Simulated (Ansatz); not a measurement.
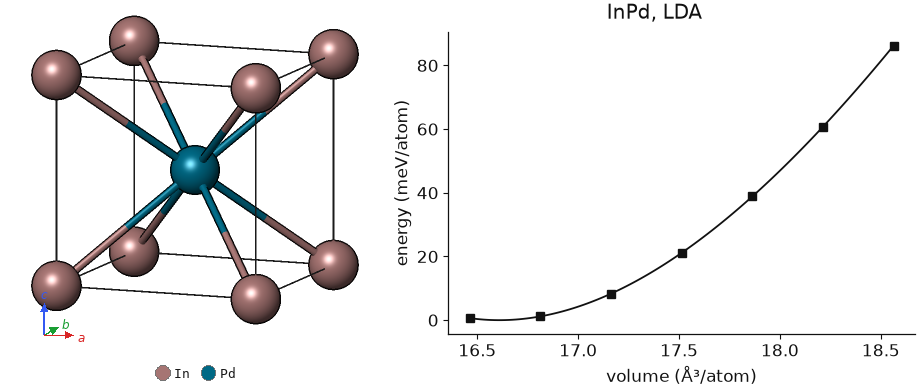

Plotted: energy against volume for InPd, space group Pm-3m (No. 221). The conventional cell is drawn beside the plot.

The given structure:
```cif
data_structure
_symmetry_space_group_name_H-M 'P 1'
_symmetry_Int_Tables_number 1
_cell_length_a 3.2719
_cell_length_b 3.2719
_cell_length_c 3.2719
_cell_angle_alpha 90.000
_cell_angle_beta 90.000
_cell_angle_gamma 90.000
_cell_volume 35.03
loop_
_atom_site_label
_atom_site_type_symbol
_atom_site_fract_x
_atom_site_fract_y
_atom_site_fract_z
_atom_site_occupancy
In1 In 0.00000 0.00000 0.00000 1
Pd1 Pd 0.50000 0.50000 0.50000 1
```

How it was computed, with Ansatz 0.2.0: all-electron LAPW DFT, no spin polarisation; energies at scaled volumes of the given cell, shape and fractions fixed, counted from the fit's minimum, third-order Birch-Murnaghan fit. Level: LDA.

- k mesh: 8×8×8
- occupations: Fermi–Dirac
- smearing width: 0.05 eV
- potentials: all electron LAPW, scalar relativistic
- program settings: basis error eV/atom 0.001

This calculation gives: equilibrium volume 16.61 Å³/atom and bulk modulus 156 GPa.

Now the level changes from LDA to PBEsol. Predict the effect.

The equilibrium volume rises from 16.61 to 17.12 Å³/atom (+3.1 %) and the bulk modulus falls from 156 to 138 GPa (−12 %).

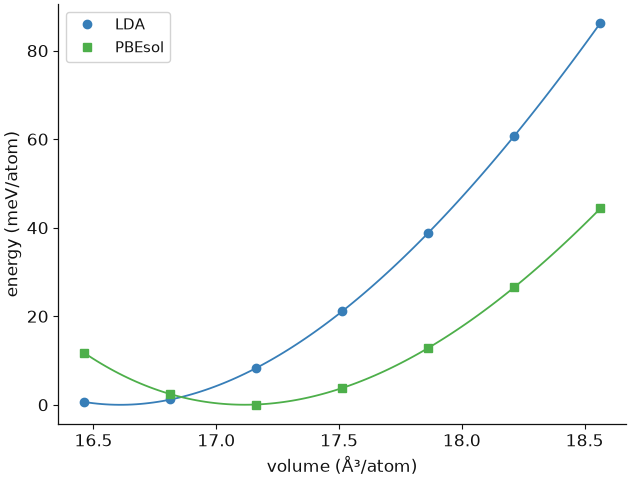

The two results together.

V0 and the bulk modulus come from third-order Birch–Murnaghan fits.
